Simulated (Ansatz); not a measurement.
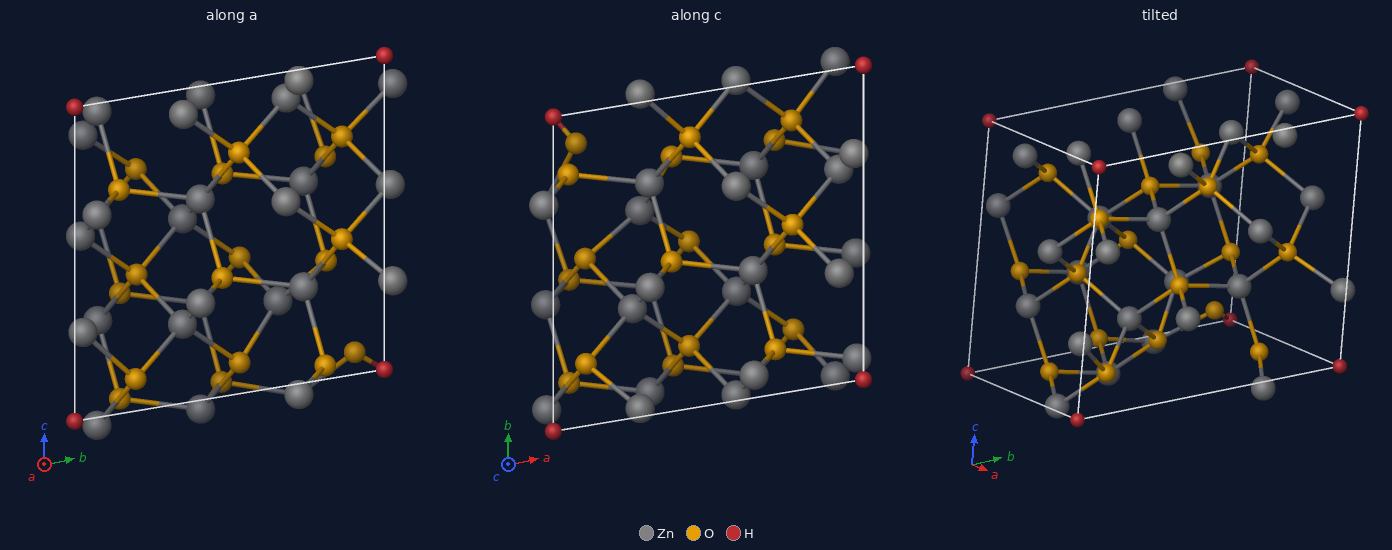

Drawn in the ball-and-stick manner and seen along the a axis, along the c axis and slightly off an axis. The lines enclose the simulation cell; boundary atoms appear with their images.

Explain the picture.

The material is Zn18HO18. All rotations and mirrors are lost; the group is P1. Content of the cell: 18 Zn, 1 H, 18 O (Z = 1). The neighbours of H is one O. The bonds build a three-dimensional framework.

It derives from a structure listed in the Materials Project, repeated into a supercell with a point defect put in. The atoms were relaxed in a fixed cell with Ansatz 0.2.0, DFT PBE, scalar-relativistic, plane waves, PAW.
